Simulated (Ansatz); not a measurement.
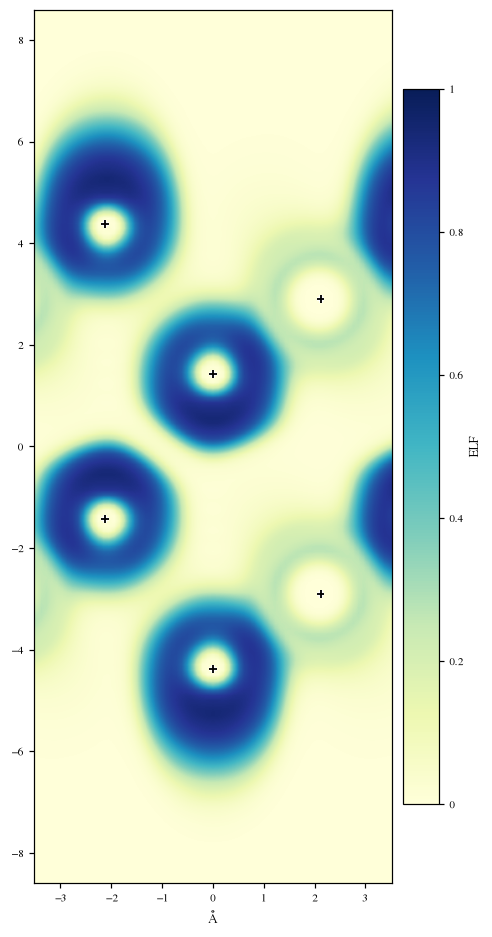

The electron localisation function on a plane through atoms (crosses mark nuclei in the plane).

Level of theory: DFT PBE+D3(BJ), scalar-relativistic, plane waves, PAW in Ansatz.

Candidates:
A. SnS$_{2}$ (slab), a = 3.67 Å, b = 3.67 Å, c = 23.77 Å, α = 90.00°, β = 90.00°, γ = 120.00°. 
B. PtSe$_{2}$, a = 3.77 Å, b = 3.77 Å, c = 4.82 Å, α = 90.00°, β = 90.00°, γ = 120.00°. Space group P-3m1.

Which candidate gave the map?

Candidate A: SnS$_{2}$ on the (110) plane of the calculation cell, a cut from vacuum to vacuum, which holds S and Sn. Sn–S (2.58 Å): the ELF peaks at about 0.85 in the valence shell of S, 0.8 Å from its nucleus, and is about 0.55 at the midpoint.
